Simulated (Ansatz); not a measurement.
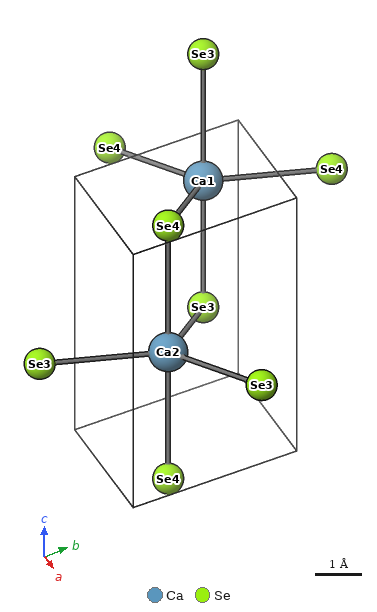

This is crystalline CaSe (built on the wurtzite type) at its r2SCAN-relaxed geometry. A ball-and-stick model of the cell of the calculation, seen from a free direction.

The calculation used Ansatz 0.2.0, DFT, r2SCAN, plane waves, PAW. Settings: plane-wave cutoff 500 eV; k-point mesh 6 × 6 × 4; occupations fixed; no spin polarisation.

Now this is done to it. All lengths are scaled by +2.5 % (volume +7.7 %). The atoms were relaxed with r2SCAN under that strain, and this is a single point on that geometry.

Input
```yaml
crystal:
  lattice:
    - [5.1307365876, 0.0, 0.0]
    - [-2.5653682938, 4.443348225, 0.0]
    - [0.0, 0.0, 6.0226255704]
  atoms:
    - { symbol: Ca, position: [0.3333333333, 0.6666666667, -0.0625] }
    - { symbol: Ca, position: [0.6666666667, 0.3333333333, 0.4375] }
    - { symbol: Se, position: [0.3333333333, 0.6666666667, 0.4375] }
    - { symbol: Se, position: [0.6666666667, 0.3333333333, 0.9375] }
kpoints:
  mp_grid: { grid: [6, 6, 4] }
  band_path:
    path:
      - [0.0, 0.0, 0.0]
      - [0.5, 0.0, 0.0]
      - [0.3333333333, 0.3333333333, 0.0]
      - [0.0, 0.0, 0.5]
      - [0.5, 0.0, 0.5]
      - [0.3333333333, 0.3333333333, 0.5]
    npoints: 1
hamiltonian:
  xc: r2scan
scf:
  occupations: { method: fixed }
  n_extra_bands: 5
output:
  forces: true
  stress: true
  eigenvalues: true
```

Command:
```bash
ansatz run input.yaml --threads 4 --pin off --max-ram 4608MiB --backend cpu --events-out ev --progress --plain --runs-dir out
```

Q: Predict the response.

A: The energy rises by 21.1 meV per atom. Pressure: 0.0 GPa before, −2.6 GPa after. The principal stresses (compression positive) are −2.9 GPa along c and −2.4 GPa across it. All forces vanish by symmetry. Among the bonded contacts that change: Ca–Se 2.938 → 3.011 Å, Ca–Se 2.890 → 2.962 Å. The space group stays P6_3/mmc (No. 194).

Drawn alike, the variant:

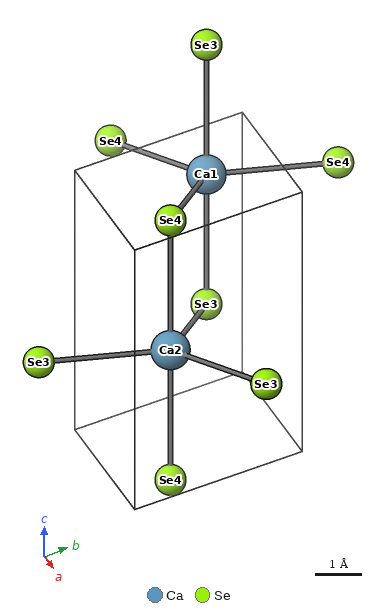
